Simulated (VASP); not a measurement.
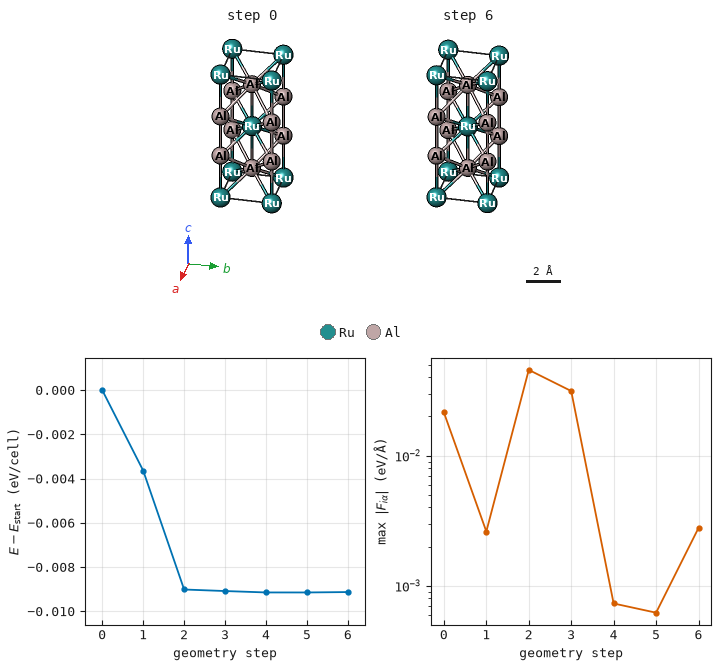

First and last geometry of a relaxation of solid Al2Ru (set up in I4/mmm), with the history of the run. Style: ball-and-stick. Shown: the conventional cell (2 times the calculation's cell), from a free direction. Lengths and directions refer to the drawn axes.

The run lets cell and atoms move.

Level of theory: VASP, Kohn-Sham DFT of a periodic cell, AM05 with D4, VASP PAW PBE potentials, recommended.

The input:
```python
from ase.calculators.vasp import Vasp
from ase.filters import FrechetCellFilter
from ase.io import read
from ase.optimize import BFGS

atoms = read('Al2Ru.cif')
calc = Vasp(
    directory='calc',
    xc='am05',
    pp='PBE',
    setups='recommended',
    prec='Accurate',
    encut=600,
    ediff=1e-06,
    ismear=0,
    sigma=0.1,
    lreal=False,
    lasph=True,
    nelm=60,
    algo='Fast',
    isif=2,
    lwave=False,
    lcharg=False,
    ivdw=13,
    kpts=[12, 12, 12],
    gamma=True,
)
atoms.calc = calc
opt = BFGS(FrechetCellFilter(atoms), trajectory='relax.traj')
converged = opt.run(fmax=0.005, steps=40)
print('converged:', converged)

print('energy (eV):', atoms.get_potential_energy())
print('free energy (eV):', atoms.get_potential_energy(force_consistent=True))
print('forces (eV/A):')
print(atoms.get_forces())
print('stress (eV/A^3, Voigt):', atoms.get_stress())
print('Fermi level (eV):', calc.get_fermi_level())
print('cell (A, degrees):', atoms.cell.cellpar())
print('volume (A^3):', atoms.get_volume())
print('scaled positions:')
print(atoms.get_scaled_positions())
```

Command:
```bash
python run.py
```

Read the history and describe the run.

Answer. The run was cut off at its time limit before the relaxation converged, so the last structure is only a point on the way. The atoms keep their places relative to the cell (all moves are under 0.005 Å). The drawn cell changes as follows: a = b 3.121 → 3.100 Å (−0.7 %), c 8.444 → 8.382 Å (−0.7 %); the volume changes by −2.0 %. Among the contacts that change: Al–Ru 2.878 → 2.854 Å, Al–Al 2.687 → 2.666 Å, Al–Ru 2.584 → 2.568 Å. The space group stays I4/mmm (No. 139). Over 6 geometry steps the energy falls by 9.1 meV per cell of the calculation. The largest force component goes from 0.021 to 0.0028 eV/Å. The pressure goes from −3.63 to 0.10 GPa. It ran on 1 thread of Intel(R) Xeon(R) Platinum 8488C (Sapphire Rapids), with other jobs on the host.

```csv
step,"E − E(0), meV/atom","largest force component, eV/Å","pressure, GPa","volume, Å³/atom"
0,0.00,0.0215,-3.63,13.706
1,-1.21,0.0026,-2.83,13.646
2,-3.00,0.0456,0.03,13.436
3,-3.03,0.0314,-0.01,13.438
4,-3.05,0.0007,0.00,13.434
5,-3.05,0.0006,-0.01,13.434
6,-3.04,0.0028,0.10,13.427
```
